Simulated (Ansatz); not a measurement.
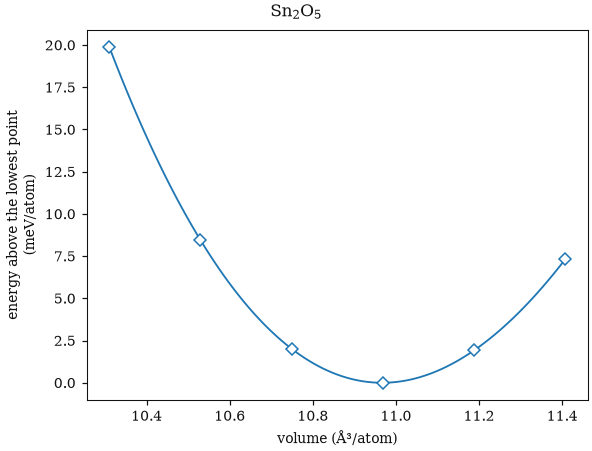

Energy above the lowest point against volume for Sn₂O₅, space group Pn-3m (No. 224) (one of a set of cubic test structures, which need not be the stable phase).

A third-order Birch–Murnaghan fit gives V0 = 10.97 Å³/atom, B0 = 143 GPa and B′ = 5.0. The energy above the lowest point is 19.9 meV/atom at volume 10.31 Å³/atom and 7.3 meV/atom at 11.41 Å³/atom; the lowest computed point is at volume 10.97 Å³/atom (0.0 meV/atom), and no other minimum shows among the points.

Computed with Ansatz 0.2.0 development build: equation of state of a cubic crystal from periodic Kohn-Sham density functional theory without spin, third-order Birch-Murnaghan fit to the free energies; pressure corrected for the finite basis. Level: PBE.

- structure type: cubic X2O5
- atoms in cell: 14
- space group number: 224
- lattice centring: simple cubic
- k mesh: 10×10×10
- occupation method: Fermi–Dirac
- occupation width: 0.06123 eV
- wave cutoff: 930 eV
- datasets: hand-made PAW
- density tolerance: 1e−09 eV
- bands: 88
- density cutoff ratio: 5
- search for lower states: default

Note: cubic model structure, not the ambient form; modest k-mesh, values are not fully converged in k; no spin polarisation, a magnetic state may lie lower.

One of the inputs:
```
crystal:
  lattice:
    - [5.354953998115, 0.0, 0.0]
    - [0.0, 5.354953998115, 0.0]
    - [0.0, 0.0, 5.354953998115]
  atoms:
    - { symbol: Sn, position: [0, 0, 0] }
    - { symbol: Sn, position: [0.5, 0.5, 0] }
    - { symbol: Sn, position: [0.5, 0, 0.5] }
    - { symbol: Sn, position: [0, 0.5, 0.5] }
    - { symbol: O, position: [0.5, 0, 0] }
    - { symbol: O, position: [0, 0.5, 0] }
    - { symbol: O, position: [0, 0, 0.5] }
    - { symbol: O, position: [0.5, 0.5, 0.5] }
    - { symbol: O, position: [0.75, 0.75, 0.25] }
    - { symbol: O, position: [0.75, 0.25, 0.75] }
    - { symbol: O, position: [0.25, 0.75, 0.75] }
    - { symbol: O, position: [0.75, 0.25, 0.25] }
    - { symbol: O, position: [0.25, 0.75, 0.25] }
    - { symbol: O, position: [0.25, 0.25, 0.75] }
kpoints:
  mp_grid: { grid: [10, 10, 10] }
hamiltonian:
  xc: pbe
  pseudopotentials: { kind: paw, source: ansatz }
scf:
  occupations: { method: fermi_dirac, width: 0.061225619053 }
  convergence: { dr2_threshold: "1e-9 eV" }
  max_iter: 300
output:
  forces: true
  stress: true
```

Run as:
```bash
ansatz run input.yaml --threads 1
```
